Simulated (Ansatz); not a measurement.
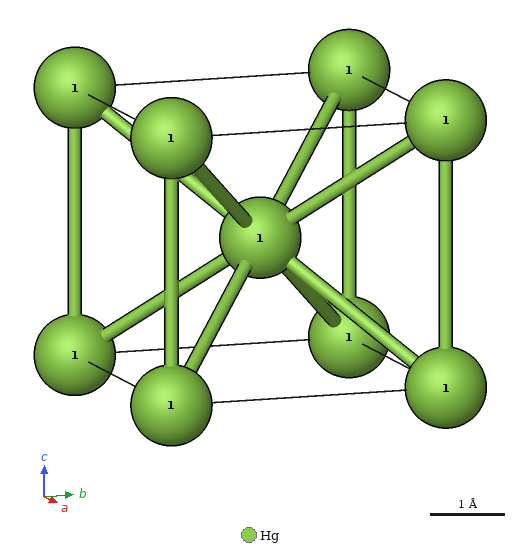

The starting point is a crystal of Hg (set up in I4/mmm). A ball-and-stick model of the conventional cell (2 times the calculation's cell), seen slightly off an axis. Lengths and directions refer to the drawn axes.

Method: Ansatz 0.2.0, DFT PBE, scalar-relativistic, plane waves, PAW. Settings: plane-wave cutoff 420 eV; occupations gaussian; smearing width 0.1 eV; no spin polarisation. The k-mesh is chosen for each cell (16×16×16, 18×18×18).

Change: Every mercury atom is replaced by cadmium, which gives Cd. Cell and atoms are relaxed again (to zero pressure within 0.1 GPa, forces under 0.01 eV/Å).

### What is the effect?

The volume per atom goes from 29.15 to 23.25 Å³. Cell: a = b 3.966 → 3.960 Å (−0.2 %), c 3.706 → 2.966 Å (−20.0 %). Volume −20.2 %. The space group stays I4/mmm (No. 139). It is metallic before and after.

Drawn alike, the variant:

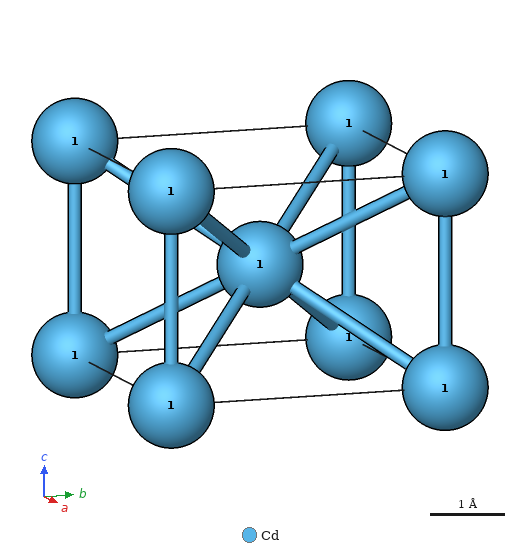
